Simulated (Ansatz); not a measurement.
## Single-point calculation, with input and output: AlN

AlN (P6₃mc, 4 atoms in the cell), computed with DFT, PBE, plane waves, PAW, no spin polarisation (Ansatz 0.2.0).

The structure derives from a Materials Project entry. Some settings of this run were made unusual or wrong on purpose. Figures and captions count atoms from 1; the log counts them from 0 in places.

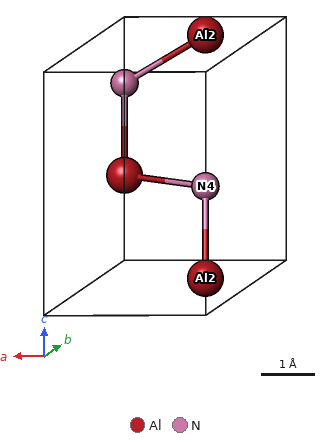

The structure (ball-and-stick view of the cell of the calculation, seen at an oblique angle; atoms are numbered from 1 in the order of the input).

Input
```yaml
crystal:
  lattice:
    - [3.0950015819, 0.0, 0.0]
    - [-1.547500791, 2.6803499947, 0.0]
    - [0.0, 0.0, 5.0495016929]
  atoms:
    - { symbol: Al, position: [0.6666666667, 0.3333333333, 0.5007636099] }
    - { symbol: Al, position: [0.3333333333, 0.6666666667, 1.0007636099] }
    - { symbol: "N", position: [0.6666666667, 0.3333333333, 0.8792363901] }
    - { symbol: "N", position: [0.3333333333, 0.6666666667, 0.3792363901] }
basis:
  ecutwfc: 420
kpoints:
  mp_grid: { grid: [9, 8, 6] }
hamiltonian:
  xc: pbe
scf:
  occupations: { method: gaussian, width: 0.02 }
  max_iter: 80
output:
  forces: true
  eigenvalues: true
  stress: true
```

Run on 8 threads of Intel Xeon @ 2.10GHz (Emerald Rapids), 189 GiB of memory available, shared host.

Run as:
```bash
ansatz run input.yaml --threads 8 --pin off --max-ram 20480MiB --backend cpu --events-out ev --progress --plain --runs-dir out
```

The program's output
```
Warning: crystal.symmetry: narrowed to the stabiliser of the k-point mesh — unitary ops 12 → 2; excluded 10 operations that carry a point of the 9×8×6 mesh (shift [0, 0, 0]) off the mesh (the run samples exactly the mesh kpoints.mp_grid names, as under crystal.symmetry.detect: false, and its converged state has the mesh's symmetry, not the crystal's; ε∞, the Born charges and the force constants of a linear response (`dielectric:` by the response, `phonons.method: dfpt`) are averaged over those of the crystal's operations that the state keeps within a tolerance, where `mesh_tensors`, `unaveraged_element` or `gamma_mean_max_change_ev_ang2` stands beside them; a row that `dielectric.field_direction` solves alone is averaged likewise, with nothing beside; a Γ-centred mesh of equal divisions is mapped onto itself by every operation and keeps the whole group, as does a half-shifted one under kpoints.further_shifts: images)
Engine: ansatz 0.2.0, x86_64-unknown-linux-gnu
Pseudopotentials: kind: paw
Pseudopotential: Al, paw, valence charge 3, recommended cutoff 420 eV (normal), Al.paw.azcp
Pseudopotential: N, paw, valence charge 5, recommended cutoff 420 eV (normal), N.paw.azcp
Functional definition: PBE
  parameter kappa = 0.804
  parameter beta = 0.06672455060314922
  exchange = pbe_x(kappa = kappa, mu = beta*pi^2/3)
  correlation = pbe_c(beta = beta)
Crystal: 4 atoms, lattice volume = 41.889 Å³
Basis set: ecut = 420 eV, 809 PW (Γ), exchange–correlation on 48×48×72 points (8 copies of the dense FFT grid, shifted against one another)
Bands: 12, of which v1, the nominal top of the filled ones, is band 8 counted from 1 (7 counted from 0)
Symmetry: 2 space group operations
k-points: 148 of 432 (time reversal used)
Non-local potential: Al, projectors of the file, l = 0: 2, l = 1: 2, l = 2: 1
Non-local potential: N, projectors of the file, l = 0: 2, l = 1: 2, l = 2: 1
PAW form: soft (Blöchl's): semilocal exchange-correlation on the pseudo side does not see the compensation charge
PAW one-centre angular grid: Al, 110 points (default); XC on 64 Gauss nodes
PAW one-centre angular grid: N, 110 points (default); XC on 64 Gauss nodes
Initial density: superposition of atomic densities (neutral atoms: chi_scale 0, normalization atom), corrected by the library's trained network
Initial wavefunctions: pseudopotential atomic-orbital guess
Functional: x = pbe(κ = 0.804, μ = 0.2195149727645171), c = pbe(β = 0.06672455060314922)
SCF iter   1: F=—  HF=-1848.492317 eV  |F-HF|=—  |Δ(HF+E_count)|=         —  Δρ=8.51e-4  dr2=1.76e-4  ethr=1.77e-3  ⟨swp⟩=6.2  Hψ=12027  notcnv=0
preconditioner: auto → none  [insulator: Δε(μ)=4.253 eV  Ē_g=13.109 eV  σ=0.020 eV  W_gap=1.00  n_scr=2 (ndim 8)  ℏωp=22.9 eV  f_vac=0.000  D(μ)=0.00/eV (n_scr^D=0)  ε∞_Penn≈4.1]
SCF iter   2: F=—  HF=-1848.492611 eV  |F-HF|=—  |Δ(HF+E_count)|=   2.95e-4  Δρ=3.95e-4  dr2=2.32e-5  ethr=1.10e-6  ⟨swp⟩=2.3  Hψ=4279  notcnv=0
SCF iter   3: F=—  HF=-1848.492457 eV  |F-HF|=—  |Δ(HF+E_count)|=   1.54e-4  Δρ=7.87e-5  dr2=1.01e-6  ethr=1.45e-7  ⟨swp⟩=2.5  Hψ=2987  notcnv=0
iter 4 did not close the SCF: its close was put off for the readings that it lacked (scf_convergence_deferred on its scf_iter line)
SCF iter   4: F=-1848.492460 eV  HF=-1848.492460 eV  |F-HF|=2.54e-8  |Δ(HF+E_count)|=   3.37e-6  Δρ=1.04e-5  dr2=1.99e-8  ethr=6.30e-9  ⟨swp⟩=2.0  Hψ=2916  notcnv=0
iter 5 did not close the SCF: its close was put off for the readings that it lacked (scf_convergence_deferred on its scf_iter line)
SCF iter   5: F=-1848.492460 eV  HF=-1848.492460 eV  |F-HF|=3.18e-10  |Δ(HF+E_count)|=   2.88e-8  Δρ=1.69e-6  dr2=5.78e-10  ethr=1.24e-10  ⟨swp⟩=2.2  Hψ=2873  notcnv=0
SCF iter   6: F=-1848.492460 eV  HF=-1848.492460 eV  |F-HF|=1.27e-11  |Δ(HF+E_count)|=  1.20e-10  Δρ=2.34e-7  dr2=9.47e-12  ethr=3.61e-12  ⟨swp⟩=1.0  Hψ=5067  notcnv=0
SCF 1 converged in 6 iterations: F = -1848.492460 eV  dr2 = 9.47e-12
  greatest PAW one-centre occupation: 0.788 electrons in one spin orbital (limit 2), on the N atom at site 3 (counted from 0), in its partial waves of l = 0
SCF converged after 6 iterations
Free energy (F): -1848.492460 eV
Harris-Foulkes:  -1848.492460 eV  (|F-HF|=1.27e-11)
Internal energy: -1848.492460 eV  (E = F + TS)
E sigma→0 (E₀):  -1848.492460 eV
Fermi energy:    9.136821 eV
--- Per-component energies (eV) ---
  E_band       = 30.071501
  E_kinetic    = 318.766522
  E_local      = -448.470586  (includes V_loc(G=0)·N_el)
  E_nonlocal   = 110.842880
  E_hartree    = 155.680882
  E_xc         = -203.668202
  E_vxc        = -215.918353  (∫ρ·V_xc dr)
  E_paw        = -1190.306596  (= ΣΔE_a)
  E_vpaw       = -46.510903  (= ΣTr[D̂ρ^β])
  E_aug_tail   = 0.000195  (compensation charges beyond the density's cutoff)
  E_ewald      = -591.337556
  E_smearing   = -0.000000  (= −TS)
  E_closure    = 0.000000  (closes the sum)
  Σ components = -1848.492460   (vs F -1848.492460, Δ=0.00e0)
--- Forces (eV/Å), atoms counted from 1 ---
  atom   1  Al    -0.00002947     0.00001129    -0.00054693
  atom   2  Al     0.00002947    -0.00001129    -0.00054693
  atom   3  N     -0.00005643    -0.00001044     0.00052691
  atom   4  N      0.00005643     0.00001044     0.00052691
  max |Σ_I F_I| component: 4.00e-5 eV/Å
--- Stress (GPa, compression-positive) ---
        5.232324       0.000032       0.000000
        0.000032       5.230834       0.000000
        0.000000       0.000000      -0.068847
  P = ⅓ Tr σ = 3.4648 GPa (34.648 kbar)
--- Band table (eV; the first three rows and the last of 148) ---
  k-point 0: bands = ["-8.0349", "-5.9785", "1.0809", "6.3573", "6.3573", "6.9525", "6.9525", "7.0075", "11.2661", "13.9307", "17.5741", "18.4411"]
  k-point 1: bands = ["-7.9324", "-6.1753", "1.4419", "6.3948", "6.3948", "6.4059", "6.9106", "6.9106", "11.7696", "13.9835", "17.4098", "18.4132"]
  k-point 2: bands = ["-7.6357", "-6.6458", "2.3945", "5.1199", "6.4994", "6.4994", "6.7973", "6.7973", "12.7497", "13.9978", "17.1566", "18.1268"]
  k-point 147: bands = ["-5.8774", "-5.8774", "2.1083", "2.1083", "4.9688", "4.9688", "5.9515", "5.9515", "13.1239", "13.1239", "16.6406", "16.6406"]
```

Outcome

- outcome: converged
- space group (tolerance 0.01 Å): P6₃mc (186)
- electrons treated: 16
- free energy: −1848.4925 eV
- Fermi energy: 9.137 eV
- gap on the k-point mesh: 4.26 eV
- pressure: 3.46 GPa
- largest force (length of the vector): 0.001 eV/Å
- wall time: 9.3 s (CPU time 27 s)
- peak memory: 0.44 GiB

Notes

The input was spoiled on purpose: a mesh that breaks the symmetry (`kpoints.mp_grid.grid`). It did no harm here: the run converged to the energy of the sound run within 1 meV per atom. Warnings of the run: the k-point mesh lowers the symmetry that the run can use.
